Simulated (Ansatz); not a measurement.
# Run report: Ru, geometry relaxation

System: Ru (Fm-3m, 1 atom in the cell).
Method: DFT PBE, scalar-relativistic, plane waves, PAW, no spin polarisation (Ansatz 0.2.0).

The structure derives from an entry of the Crystallography Open Database. Figures and captions count atoms from 1; the log counts them from 0 in places.

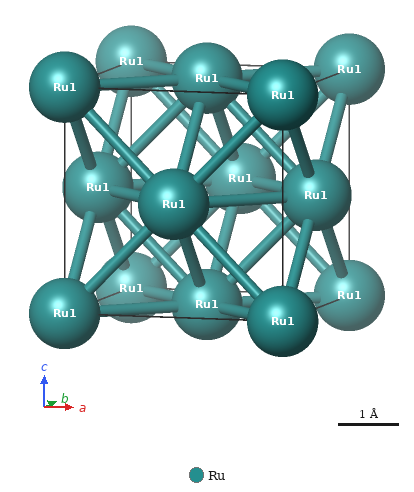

*The structure as given in the input (ball-and-stick view of the cell 4 times as large as that of the calculation, set on its symmetry axes, seen slightly off an axis; atoms are numbered from 1 in the order of the input).*

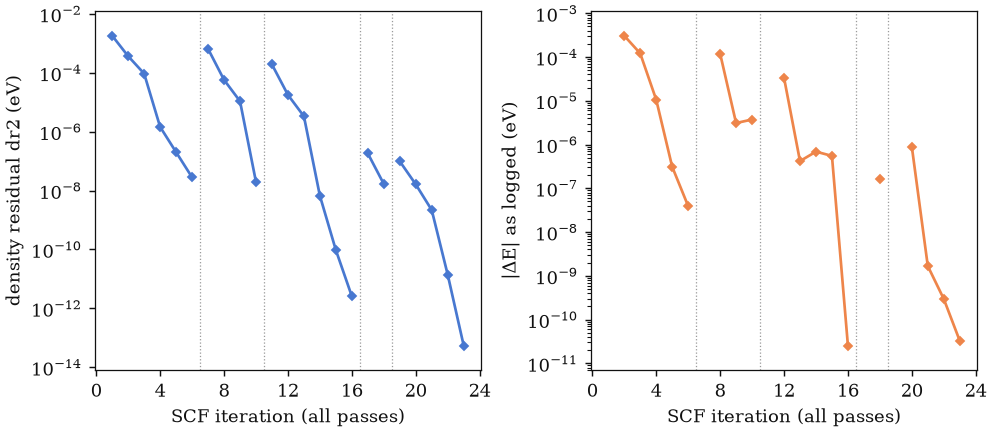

*Convergence of the self-consistent field: density residual dr2 and size of the energy change against the SCF iteration. The dotted lines part the SCF passes of the relaxation: geometry steps, rejected trials and re-solves on a re-selected basis.*

The 5 passes take 2 to 6 iterations each, 23 in all.

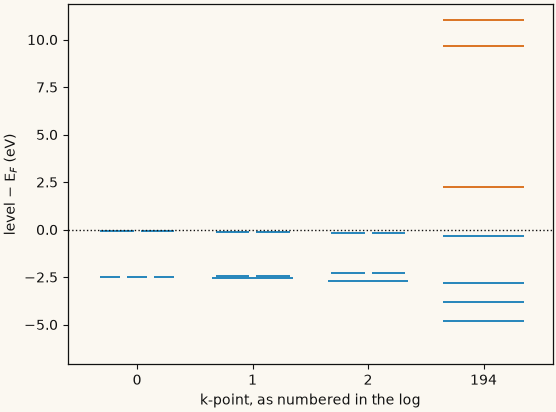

*Kohn–Sham levels near the Fermi level (dotted) at the few k-points that the log prints; levels within 0.02 eV of each other stand side by side.*

The system is metallic on the full mesh.

The input that produced these results follows, with the program's output.

### Input
```yaml
crystal:
  lattice:
    - [0.0, 1.915, 1.915]
    - [1.915, 0.0, 1.915]
    - [1.915, 1.915, 0.0]
  atoms:
    - { symbol: Ru, position: [0.0, 0.0, 0.0] }
basis:
  ecutwfc: 420
kpoints:
  mp_grid: { grid: [18, 18, 18] }
hamiltonian:
  xc: pbe
scf:
  occupations: { method: gaussian, width: 0.1 }
output:
  forces: true
  stress: true
  eigenvalues: true
relax:
  adjacent_minimum: "off"
  f_tol: 0.005
  max_steps: 80
  cell: { stress_tol: 0.05 }
```

Launch command:
```bash
ansatz run input.yaml --threads 1 --pin off --max-ram 2560MiB --backend cpu --events-out ev --progress --plain --runs-dir out
```

### Output
```
Engine: ansatz 0.2.0, aarch64-unknown-linux-gnu
Pseudopotentials: kind: paw
Pseudopotential: Ru, paw, valence charge 16, recommended cutoff 420 eV (normal), Ru.paw.azcp
Functional definition: PBE
  parameter kappa = 0.804
  parameter beta = 0.06672455060314922
  exchange = pbe_x(kappa = kappa, mu = beta*pi^2/3)
  correlation = pbe_c(beta = beta)
Crystal: 1 atoms, lattice volume = 14.045 Å³
Basis set: ecut = 420 eV, 283 PW (Γ), exchange–correlation on 40×40×40 points (8 copies of the dense FFT grid, shifted against one another)
Bands: 12, of which v1, the nominal top of the filled ones, is band 8 counted from 1 (7 counted from 0)
Symmetry: 48 space group operations
Space group: Fm-3m (ITA 225), of the structure as read, at distance tolerance 2.4e-5 Å
k-points: 195 of 5832
Non-local potential: Ru, projectors of the file, l = 0: 3, l = 1: 2, l = 2: 2, l = 3: 1
PAW form: soft (Blöchl's): semilocal exchange-correlation on the pseudo side does not see the compensation charge
PAW one-centre angular grid: Ru, 590 points (default); XC on 64 Gauss nodes
Initial density: superposition of atomic densities (neutral atoms: chi_scale 0, normalization atom), corrected by the library's trained network
Initial wavefunctions: pseudopotential atomic-orbital guess
Functional: x = pbe(κ = 0.804, μ = 0.2195149727645171), c = pbe(β = 0.06672455060314922)
SCF iter   1: F=—  HF=-5878.576928 eV  |F-HF|=—  |Δ(HF+E_count)|=         —  Δρ=7.38e-3  dr2=1.81e-3  ethr=1.77e-3  ⟨swp⟩=5.0  Hψ=13112  notcnv=0
preconditioner: auto → none  [metal: Δε(μ)=0.026 eV  Ē_g=11.263 eV  σ=0.100 eV  W_gap=0.15  n_scr=0 (ndim 8)  ℏωp=28.0 eV  f_vac=0.000  D(μ)=1.05/eV (n_scr^D=14)]
SCF iter   2: F=—  HF=-5878.576621 eV  |F-HF|=—  |Δ(HF+E_count)|=   3.07e-4  Δρ=3.56e-3  dr2=3.65e-4  ethr=1.13e-5  ⟨swp⟩=2.2  Hψ=4922  notcnv=0
SCF iter   3: F=—  HF=-5878.576742 eV  |F-HF|=—  |Δ(HF+E_count)|=   1.21e-4  Δρ=1.09e-3  dr2=9.34e-5  ethr=2.28e-6  ⟨swp⟩=2.7  Hψ=3714  notcnv=0
SCF iter   4: F=—  HF=-5878.576731 eV  |F-HF|=—  |Δ(HF+E_count)|=   1.06e-5  Δρ=1.32e-4  dr2=1.45e-6  ethr=5.84e-7  ⟨swp⟩=2.5  Hψ=3404  notcnv=0
SCF iter   5: F=—  HF=-5878.576732 eV  |F-HF|=—  |Δ(HF+E_count)|=   3.11e-7  Δρ=4.13e-5  dr2=2.01e-7  ethr=9.07e-9  ⟨swp⟩=2.2  Hψ=3653  notcnv=0
SCF iter   6: F=-5878.576731 eV  HF=-5878.576731 eV  |F-HF|=1.91e-8  |Δ(HF+E_count)|=   3.93e-8  Δρ=1.51e-5  dr2=2.80e-8  ethr=6.25e-10  ⟨swp⟩=4.5  Hψ=8121  notcnv=0
SCF 1 converged in 6 iterations: F = -5878.576731 eV  dr2 = 2.80e-8
  greatest PAW one-centre occupation: 0.998 electrons in one spin orbital (limit 2), on the Ru atom at site 0 (counted from 0), in its partial waves of l = 0
relax step   1: F+E_penalty+E_count = -5878.57673148 eV  Δ(F+E_penalty+E_count) = +0.000e0 eV  max|allowed force component| = 0.000e0 eV/Å  Δτ_max = 0.0000 Å  P = -4.576 GPa  Ω = 14.045 Å³  (6 SCF iters, dr2 threshold 1.00e-7 eV, accepted)
Crystal: 1 atoms, lattice volume = 13.588 Å³
Initial density: handed on by an earlier stage of this run
Initial wavefunctions: those handed on with the density
iter 1 solved again at ethr=4.93e-6 eV; its pass at ethr=3.10e-3 eV (dr2=7.88e-4 eV) is discarded
SCF iter   1: F=—  HF=-5878.576056 eV  |F-HF|=—  |Δ(HF+E_count)|=         —  Δρ=2.45e-3  dr2=6.50e-4  ethr=4.93e-6  ⟨swp⟩=2.0  Hψ=16364  notcnv=0
preconditioner: auto → none  [metal: Δε(μ)=0.025 eV  Ē_g=11.598 eV  σ=0.100 eV  W_gap=0.14  n_scr=0 (ndim 8)  ℏωp=28.5 eV  f_vac=0.000  D(μ)=0.98/eV (n_scr^D=14)]
SCF iter   2: F=—  HF=-5878.575936 eV  |F-HF|=—  |Δ(HF+E_count)|=   1.20e-4  Δρ=1.13e-3  dr2=5.74e-5  ethr=4.06e-6  ⟨swp⟩=2.2  Hψ=3256  notcnv=0
SCF iter   3: F=—  HF=-5878.575939 eV  |F-HF|=—  |Δ(HF+E_count)|=   3.10e-6  Δρ=4.70e-4  dr2=1.08e-5  ethr=3.59e-7  ⟨swp⟩=2.0  Hψ=3915  notcnv=0
SCF iter   4: F=-5878.575943 eV  HF=-5878.575943 eV  |F-HF|=1.51e-8  |Δ(HF+E_count)|=   3.73e-6  Δρ=2.43e-5  dr2=1.96e-8  ethr=6.25e-10  ⟨swp⟩=3.3  Hψ=10078  notcnv=0
SCF 2 converged in 4 iterations: F = -5878.575943 eV  dr2 = 1.96e-8
relax step   2: F+E_penalty+E_count = -5878.57594298 eV  Δ(F+E_penalty+E_count) = +7.885e-4 eV  max|allowed force component| = 0.000e0 eV/Å  Δτ_max = 0.0000 Å  P = +5.592 GPa  Ω = 13.588 Å³  energy of the carried Pulay correction = +1.917e-4 eV  (4 SCF iters, dr2 threshold 1.00e-7 eV, rejected (line search))
Crystal: 1 atoms, lattice volume = 13.836 Å³
iter 1 solved again at ethr=1.08e-6 eV; its pass at ethr=3.10e-3 eV (dr2=1.74e-4 eV) is discarded
SCF iter   1: F=—  HF=-5878.579992 eV  |F-HF|=—  |Δ(HF+E_count)|=         —  Δρ=1.31e-3  dr2=1.91e-4  ethr=1.08e-6  ⟨swp⟩=2.0  Hψ=16351  notcnv=0
preconditioner: auto → none  [metal: Δε(μ)=0.022 eV  Ē_g=11.415 eV  σ=0.100 eV  W_gap=0.12  n_scr=0 (ndim 8)  ℏωp=28.2 eV  f_vac=0.000  D(μ)=1.02/eV (n_scr^D=14)]
SCF iter   2: F=—  HF=-5878.579958 eV  |F-HF|=—  |Δ(HF+E_count)|=   3.37e-5  Δρ=6.16e-4  dr2=1.77e-5  ethr=1.08e-6  ⟨swp⟩=2.2  Hψ=3275  notcnv=0
SCF iter   3: F=—  HF=-5878.579958 eV  |F-HF|=—  |Δ(HF+E_count)|=   4.18e-7  Δρ=2.53e-4  dr2=3.32e-6  ethr=1.11e-7  ⟨swp⟩=2.0  Hψ=3915  notcnv=0
SCF iter   4: F=—  HF=-5878.579959 eV  |F-HF|=—  |Δ(HF+E_count)|=   6.89e-7  Δρ=1.37e-5  dr2=6.62e-9  ethr=2.08e-8  ⟨swp⟩=1.9  Hψ=3478  notcnv=0
SCF iter   5: F=—  HF=-5878.579960 eV  |F-HF|=—  |Δ(HF+E_count)|=   5.50e-7  Δρ=1.49e-6  dr2=9.47e-11  ethr=4.14e-11  ⟨swp⟩=2.1  Hψ=3780  notcnv=0
SCF iter   6: F=-5878.579960 eV  HF=-5878.579960 eV  |F-HF|=0.00e0  |Δ(HF+E_count)|=  2.55e-11  Δρ=1.57e-7  dr2=2.56e-12  ethr=1.00e-12  ⟨swp⟩=5.2  Hψ=9520  notcnv=0
SCF 3 converged in 6 iterations: F = -5878.579960 eV  dr2 = 2.56e-12
relax step   3: F+E_penalty+E_count = -5878.57995958 eV  Δ(F+E_penalty+E_count) = -3.228e-3 eV  max|allowed force component| = 0.000e0 eV/Å  Δτ_max = 0.0000 Å  P = -0.161 GPa  Ω = 13.836 Å³  energy of the carried Pulay correction = +8.708e-5 eV  (6 SCF iters, accepted)
Crystal: 1 atoms, lattice volume = 13.828 Å³
iter 1 solved again at ethr=1.03e-9 eV; its pass at ethr=3.10e-3 eV (dr2=1.65e-7 eV) is discarded
SCF iter   1: F=—  HF=-5878.579967 eV  |F-HF|=—  |Δ(HF+E_count)|=         —  Δρ=4.02e-5  dr2=1.82e-7  ethr=1.03e-9  ⟨swp⟩=2.0  Hψ=15516  notcnv=0
preconditioner: auto → none  [metal: Δε(μ)=0.022 eV  Ē_g=11.419 eV  σ=0.100 eV  W_gap=0.12  n_scr=0 (ndim 8)  ℏωp=28.2 eV  f_vac=0.000  D(μ)=1.02/eV (n_scr^D=14)]
SCF iter   2: F=-5878.579966 eV  HF=-5878.579966 eV  |F-HF|=9.28e-10  |Δ(HF+E_count)|=   1.64e-7  Δρ=1.88e-5  dr2=1.67e-8  ethr=4.03e-10  ⟨swp⟩=3.0  Hψ=8410  notcnv=0
SCF 4 converged in 2 iterations: F = -5878.579966 eV  dr2 = 1.67e-8
relax step   4: F+E_penalty+E_count = -5878.57996637 eV  Δ(F+E_penalty+E_count) = -6.789e-6 eV  max|allowed force component| = 0.000e0 eV/Å  Δτ_max = 0.0000 Å  P = +0.005 GPa  Ω = 13.828 Å³  energy of the carried Pulay correction = +9.023e-5 eV  (2 SCF iters, dr2 threshold 6.45e-8 eV, accepted)
Initial wavefunctions: pseudopotential atomic-orbital guess (no wavefunctions were taken with the density)
iter 1 solved again at ethr=1.71e-7 eV; its pass at ethr=3.10e-3 eV (dr2=2.74e-5 eV) is discarded
SCF iter   1: F=—  HF=-5878.579870 eV  |F-HF|=—  |Δ(HF+E_count)|=         —  Δρ=5.44e-5  dr2=9.81e-8  ethr=1.71e-7  ⟨swp⟩=3.2  Hψ=19676  notcnv=0
preconditioner: auto → none  [metal: Δε(μ)=0.022 eV  Ē_g=11.420 eV  σ=0.100 eV  W_gap=0.12  n_scr=0 (ndim 8)  ℏωp=28.2 eV  f_vac=0.000  D(μ)=1.02/eV (n_scr^D=14)]
SCF iter   2: F=—  HF=-5878.579869 eV  |F-HF|=—  |Δ(HF+E_count)|=   8.89e-7  Δρ=2.28e-5  dr2=1.62e-8  ethr=6.13e-10  ⟨swp⟩=2.6  Hψ=3892  notcnv=0
SCF iter   3: F=—  HF=-5878.579869 eV  |F-HF|=—  |Δ(HF+E_count)|=   1.67e-9  Δρ=6.99e-6  dr2=2.17e-9  ethr=1.02e-10  ⟨swp⟩=2.1  Hψ=2882  notcnv=0
SCF iter   4: F=—  HF=-5878.579869 eV  |F-HF|=—  |Δ(HF+E_count)|=  2.96e-10  Δρ=8.31e-7  dr2=1.39e-11  ethr=1.36e-11  ⟨swp⟩=2.1  Hψ=3872  notcnv=0
SCF iter   5: F=-5878.579869 eV  HF=-5878.579869 eV  |F-HF|=0.00e0  |Δ(HF+E_count)|=  3.27e-11  Δρ=3.52e-8  dr2=5.43e-14  ethr=1.00e-12  ⟨swp⟩=5.0  Hψ=8514  notcnv=0
SCF 5 converged in 5 iterations: F = -5878.579869 eV  dr2 = 5.43e-14
relax step   5: F+E_penalty+E_count = -5878.57986934 eV  Δ(F+E_penalty+E_count) = +9.703e-5 eV  max|allowed force component| = 0.000e0 eV/Å  Δτ_max = 0.0000 Å  P = +0.016 GPa  Ω = 13.828 Å³  stress off target by 1.59e-2 GPa  SCF on the basis re-selected at this cell (its energy is not comparable with the rows above)  (5 SCF iters)
basis re-selected at this cell: Δ(F+E_penalty+E_count) = +9.703e-5 eV, ΔP = +0.011 GPa vs the last step (what re-selecting the basis moved, of the pressure what is left beyond the Pulay correction that the steps carried, after the strain that the cell walked since its last selection, with what the two solves' SCF thresholds leave and, on support functions, any second-order correction that the steps lacked; it is no measure of the basis error at this ecutwfc). This SCF's stress stands 1.59e-2 GPa from its target on what of the cell is left free (relax.cell.stress_tol is 5.00e-2 GPa) and its largest allowed force component is 0.00e0 eV/Å (relax.f_tol is 5.00e-3 eV/Å): within both
SCF converged after 5 iterations
Free energy (F): -5878.579869 eV
Harris-Foulkes:  -5878.579869 eV  (|F-HF|=0.00e0)
Internal energy: -5878.574777 eV  (E = F + TS)
E sigma→0 (E₀):  -5878.577323 eV
Entropy (-TS):   -0.005093 eV (-5.093 meV/atom)
Fermi energy:    22.879563 eV
--- Per-component energies (eV) ---
  E_band       = -60.183696
  E_kinetic    = 513.847969
  E_local      = -1276.519554  (includes V_loc(G=0)·N_el)
  E_nonlocal   = 343.107910
  E_hartree    = 410.052848
  E_xc         = -190.429992
  E_vxc        = -239.067204  (∫ρ·V_xc dr)
  E_paw        = -3460.723807  (= ΣΔE_a)
  E_vpaw       = -221.658325  (= ΣTr[D̂ρ^β])
  E_aug_tail   = -0.000195  (compensation charges beyond the density's cutoff)
  E_ewald      = -2217.909957
  E_smearing   = -0.005093  (= −TS)
  E_closure    = 0.000000  (closes the sum)
  Σ components = -5878.579869   (vs F -5878.579869, Δ=0.00e0)
--- Forces (eV/Å), atoms counted from 1 ---
  atom   1  Ru    -0.00000000    -0.00000000     0.00000000
  max |Σ_I F_I| component: 7.40e-32 eV/Å
--- Stress (GPa, compression-positive) ---
        0.015900      -0.000000      -0.000000
       -0.000000       0.015900      -0.000000
       -0.000000      -0.000000       0.015900
  P = ⅓ Tr σ = 0.0159 GPa (0.159 kbar)
--- Band table (eV; the first three rows and the last of 195) ---
  k-point 0: bands = ["-50.0722", "-19.4787", "-19.4787", "-19.4787", "15.1216", "20.4042", "20.4042", "20.4042", "22.7877", "22.7877", "37.7889", "43.2895"]
  k-point 1: bands = ["-50.0672", "-19.5104", "-19.4828", "-19.4828", "15.2511", "20.3365", "20.4589", "20.4589", "22.7528", "22.7528", "38.0021", "42.6827"]
  k-point 2: bands = ["-50.0528", "-19.6011", "-19.4948", "-19.4948", "15.6215", "20.1668", "20.6017", "20.6017", "22.6765", "22.6765", "38.5850", "41.4005"]
  k-point 194: bands = ["-49.8489", "-20.1892", "-20.0885", "-19.8564", "18.0561", "19.0641", "20.0840", "22.5259", "25.1169", "32.5433", "33.9227", "34.7954"]
--- Relaxed structure (4 steps of the walk, 3 accepted, 1 SCFs on fresh bases) ---
  F+E_penalty+E_count = -5878.57986934 eV   max|allowed force component| = 0.000e0 eV/Å   (the final SCF, on the basis selected at the relaxed cell)
  cell:  # Å, volume = 13.8284 Å³
    - [0.0, 1.9050840395795252, 1.9050840395795252]
    - [1.9050840395795252, 8.534748155100114e-34, 1.9050840395795252]
    - [1.9050840395795252, 1.9050840395795252, 4.203681927138861e-34]
  atoms:
    - { symbol: Ru, position: [0.0, 0.0, 0.0] }
```

### Trajectory as extended XYZ (Å, eV, eV/Å), 5 frames, from step=1 to step=5
```
1
Lattice="0.0000 1.9150 1.9150 1.9150 0.0000 1.9150 1.9150 1.9150 0.0000" Properties=species:S:1:pos:R:3:forces:R:3 step=1 energy=-5878.57673 pressure_GPa=-4.58
Ru    0.0000    0.0000    0.0000    0.0000   0.0000   0.0000
1
Lattice="0.0000 1.8940 1.8940 1.8940 0.0000 1.8940 1.8940 1.8940 0.0000" Properties=species:S:1:pos:R:3:forces:R:3 step=2 energy=-5878.57594 pressure_GPa=5.59 accepted=F
Ru    0.0000    0.0000    0.0000    0.0000   0.0000   0.0000
1
Lattice="0.0000 1.9054 1.9054 1.9054 0.0000 1.9054 1.9054 1.9054 0.0000" Properties=species:S:1:pos:R:3:forces:R:3 step=3 energy=-5878.57996 pressure_GPa=-0.16
Ru    0.0000    0.0000    0.0000    0.0000   0.0000   0.0000
1
Lattice="0.0000 1.9051 1.9051 1.9051 0.0000 1.9051 1.9051 1.9051 0.0000" Properties=species:S:1:pos:R:3:forces:R:3 step=4 energy=-5878.57997 pressure_GPa=0.00
Ru    0.0000    0.0000    0.0000    0.0000   0.0000   0.0000
1
Lattice="0.0000 1.9051 1.9051 1.9051 0.0000 1.9051 1.9051 1.9051 0.0000" Properties=species:S:1:pos:R:3:forces:R:3 step=5 energy=-5878.57987 pressure_GPa=0.02
Ru    0.0000    0.0000    0.0000    0.0000   0.0000   0.0000
```

### Results in brief

- outcome: converged
- space group (tolerance 0.01 Å): Fm-3m (225)
- electrons treated: 16
- free energy: −5878.5799 eV
- Fermi energy: 22.880 eV
- gap on the k-point mesh: none (metallic)
- pressure: 0.02 GPa
- final volume: 13.83 Å³
- largest force (length of the vector) at the end: under 0.001 eV/Å
- final cell: a = 2.694 Å, b = 2.694 Å, c = 2.694 Å, α = 60.00°, β = 60.00°, γ = 60.00°
- hardware: 1 thread of Arm Neoverse V1, 112 GiB of memory available, shared host
- wall time: 12 s
- peak memory: 0.3 GiB
